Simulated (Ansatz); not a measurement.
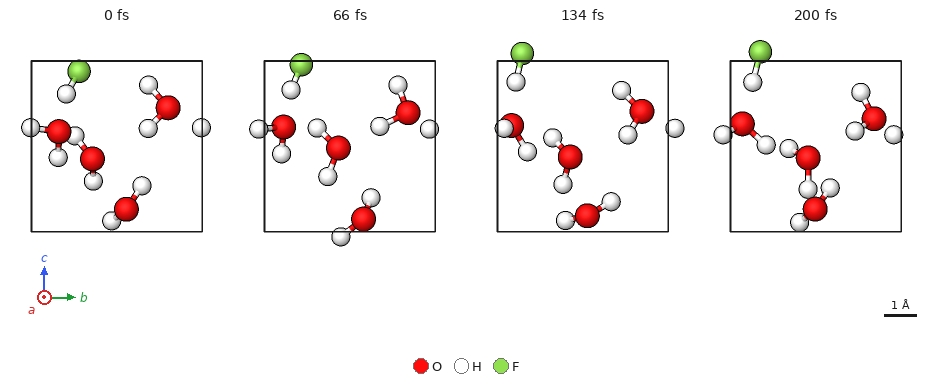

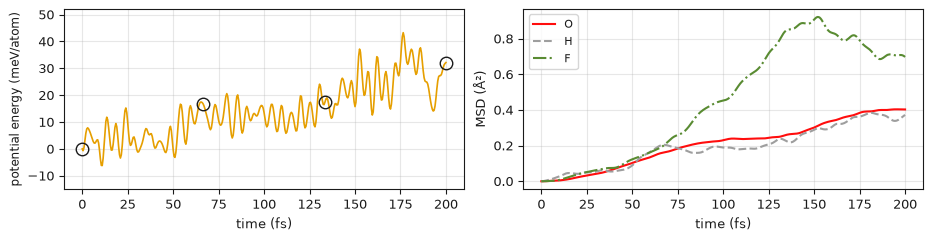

A Born-Oppenheimer molecular dynamics run of a periodic cell with 4 H2O + 1 HF at 0.993 g/cm³, 200 fs long. It starts from the last geometry of an earlier run, with fresh velocities. Frames and the history of the run. The picture is a ball-and-stick view of the simulation cell, seen along the a axis.

All numbers below come from DFT PBE, scalar-relativistic, plane waves, PAW (Ansatz 0.2.0). Settings: plane-wave cutoff 420 eV; k-point mesh 1 × 1 × 1; Fermi-Dirac smearing 0.05 eV; low-accuracy preset; Nosé-Hoover thermostat (NVT); set temperature 350 K; time step 0.5 fs; thermostat time 100.0 fs.

Input file:
```yaml
accuracy: low
crystal:
  lattice:
    - [5.360108, 0.0, 0.0]
    - [0.0, 5.360108, 0.0]
    - [0.0, 0.0, 5.360108]
  atoms:
    - { symbol: O, position: [0.29943696, 0.35729885, 0.42600805] }
    - { symbol: H, position: [0.17217067, 0.36243899, 0.29598244] }
    - { symbol: H, position: [0.24064096, 0.25439047, 0.56125974] }
    - { symbol: O, position: [0.81980035, 0.16090441, 0.58616548] }
    - { symbol: H, position: [0.70919646, 0.15659686, 0.43445811] }
    - { symbol: H, position: [0.89738795, -0.00465073, 0.6089598] }
    - { symbol: O, position: [0.12652916, 0.80062623, 0.72560641] }
    - { symbol: H, position: [0.17671085, 0.68398537, 0.60475474] }
    - { symbol: H, position: [0.06088514, 0.68597635, 0.85870319] }
    - { symbol: O, position: [0.89041306, 0.55600354, 0.13112816] }
    - { symbol: H, position: [0.73707555, 0.4699306, 0.06326097] }
    - { symbol: H, position: [0.81238689, 0.64692137, 0.26863072] }
    - { symbol: F, position: [0.53929273, 0.27894286, 0.93910879] }
    - { symbol: H, position: [0.66033235, 0.20433143, 0.80664911] }
basis:
  ecutwfc: 420.0
kpoints:
  mp_grid: { grid: [1, 1, 1] }
hamiltonian:
  xc: pbe
scf:
  occupations: { method: fermi_dirac, width: 0.05 }
  lower_state_search: "off"
md:
  timestep: 0.5
  n_steps: 400
  ensemble: nvt_nose_hoover
  temperature: 350.0
  initial_velocities: maxwell_boltzmann
  seed: 277906
  nose_hoover: { tau: 100.0, chain_length: 3 }
```

Launched with:
```bash
ansatz run input.yaml --threads 1 --pin off --max-ram 3072MiB --backend cpu --events-out ev --progress --plain --runs-dir out
```

Question: What happens in this trajectory?

Answer: Root-mean-square distances from the starting positions over the second half, with the common drift of all atoms taken out: F 0.86 Å, O 0.56 Å, H 0.53 Å. The heavy atoms stay within a fraction of a molecule's size of their starting places; so short a run doesn't tell a liquid from a solid. The mean temperature in the second half is 303 K (standard deviation 50 K). The potential energy is still drifting at the end, so the run hasn't reached equilibrium. The potential energy in the second half lies on average 21.0 meV per atom above the first frame. The conserved quantity stays between −0.088 and 0.41 meV per atom of its start. A straight-line fit has a slope that amounts to +0.13 meV per atom over 200 fs (0.4 % of the mean kinetic energy), and the ripple about it is 1.6 % of the kinetic energy's fluctuation. With a drift under 2 % and a ripple under 7 %, the integration is accurate.

Limits of the set-up: the program's low-accuracy preset was used; the periodic images lie only 5.4 Å apart, so the values are limited by the cell's size.

Cost: 3.3 min on 1 thread of Arm Neoverse V1 (shared host), peak memory 0.28 GiB.
